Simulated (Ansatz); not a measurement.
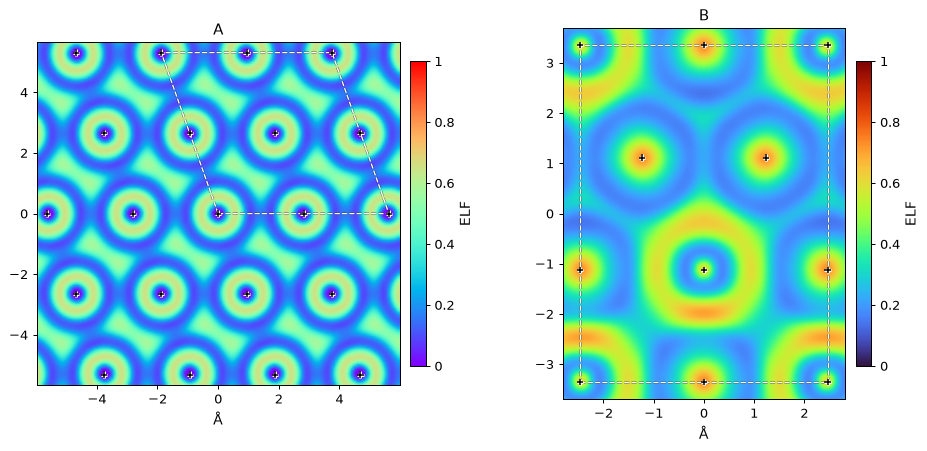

The electron localisation function of 2 systems, each on a plane through atoms (crosses mark nuclei in the plane).

All numbers below come from DFT r2SCAN, scalar-relativistic, plane waves, PAW (Ansatz 0.2.0).

System 1: SiNi$_{2}$, the (110) plane of the conventional cell. Space group P6₃/mmc; computed without spin polarisation.

```
CELL_PARAMETERS angstrom
3.86955 0.00000 0.00000
-1.93477 3.35112 0.00000
0.00000 0.00000 4.92681
ATOMIC_POSITIONS crystal
Si 0.33333 0.66667 0.75000
Si 0.66667 0.33333 0.25000
Ni 0.00000 0.00000 0.00000
Ni 0.00000 0.00000 0.50000
Ni 0.33333 0.66667 0.25000
Ni 0.66667 0.33333 0.75000
```

System 2: Ti, the (100) plane of the calculation cell. Space group Im-3m; computed without spin polarisation.

**Which map belongs to which system?**

Panel A is system 2, Ti: the plane holds Ti. Ti–Ti (2.82 Å): the ELF is about 0.15 at the midpoint: no localised pair shows between them. Panel B is system 1, SiNi$_{2}$: the plane holds Si and Ni. Si–Ni (2.23 Å): the ELF peaks at about 0.70 between the atoms.
